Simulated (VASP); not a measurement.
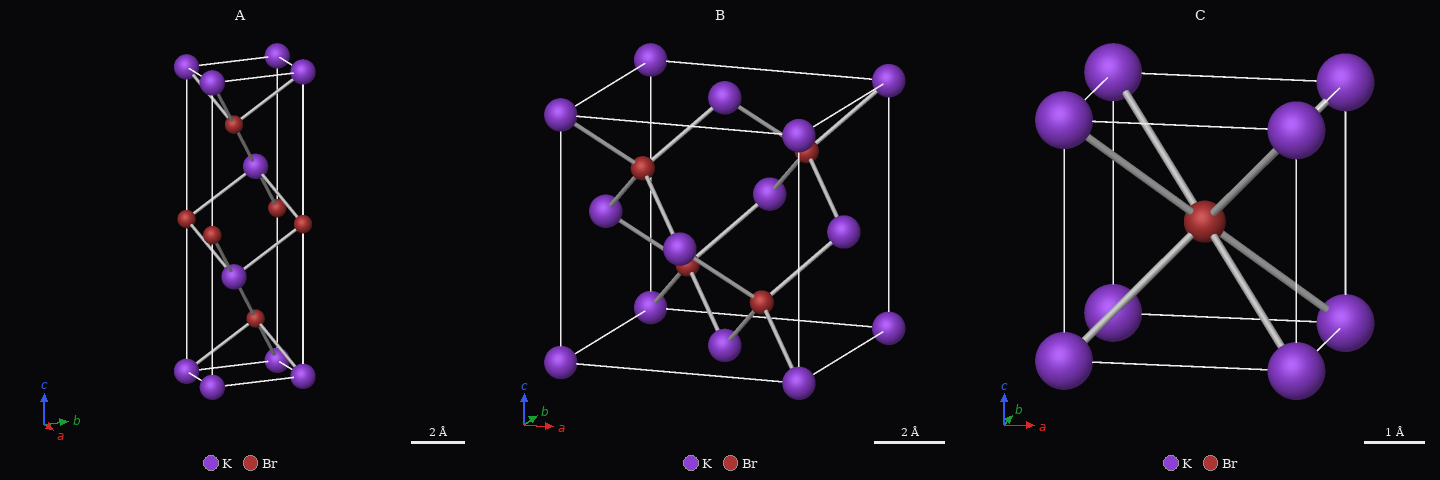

Three structures of KBr, each relaxed to rest (conventional cells in solid outline, small ones repeated, each panel with its own scale). Method: DFT, PBE, plane waves, PAW (VASP).

### Name the structure in each panel.

A: 6 atoms a cell on a rhombohedral (trigonal R) lattice, R-3m; B: zinc blende (sphalerite type), F-43m; C: 2 atoms a cell on a primitive tetragonal lattice, P4/mmm.

### Which of these is lowest in energy, and how far above it do the others lie?

A, then C (+75 meV/atom) and B (+93 meV/atom), energies at zero smearing.

### Collect the results in a table.

| panel | structure | E − E(lowest) (meV/atom) | volume (Å³/atom) | gap (eV) |
| --- | --- | --- | --- | --- |
| A | R-3m | 0 | 36.9 | 4.34 |
| C | P4/mmm | 75 | 32.6 | 3.84 |
| B | F-43m | 93 | 50.2 | 4.28 |

Some of these may be structure types tried for this composition rather than known phases, and the most stable form need not be among them. Gaps are taken on the k-mesh or band path of each run.
